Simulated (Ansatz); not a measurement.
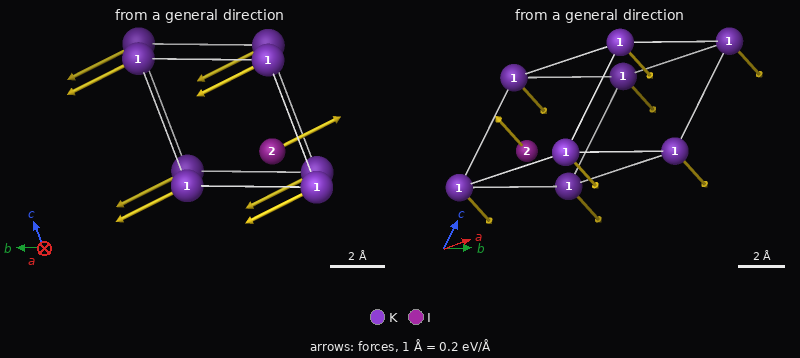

This spheres-only model is shown from two general directions. Atoms at the boundary of the simulation cell (the box) are drawn once for each face, edge or corner they touch. The arrows are the computed forces on the atoms.

System: KI. Setup: DFT, PBE, plane waves, PAW (Ansatz 0.2.0); a cutoff energy of 420 eV, Brillouin-zone sampling on a 4×4×4 mesh, Fermi-Dirac smearing of 0.086 eV, no spin polarisation.

**Judging by the arrows, is the geometry relaxed?**

No. The atoms still feel forces of up to about 0.49 eV/Å, far above a usual threshold of 0.01 to 0.03 eV/Å.

**Where does the largest force act?**

K1 and I2, about 0.49 eV/Å.

The structure was taken from a structure type filled with these elements by a generator (whether the compound takes this form wasn't checked). Earlier steps of the study may have refined or changed the cell and positions. A calculation with Ansatz used it as input.
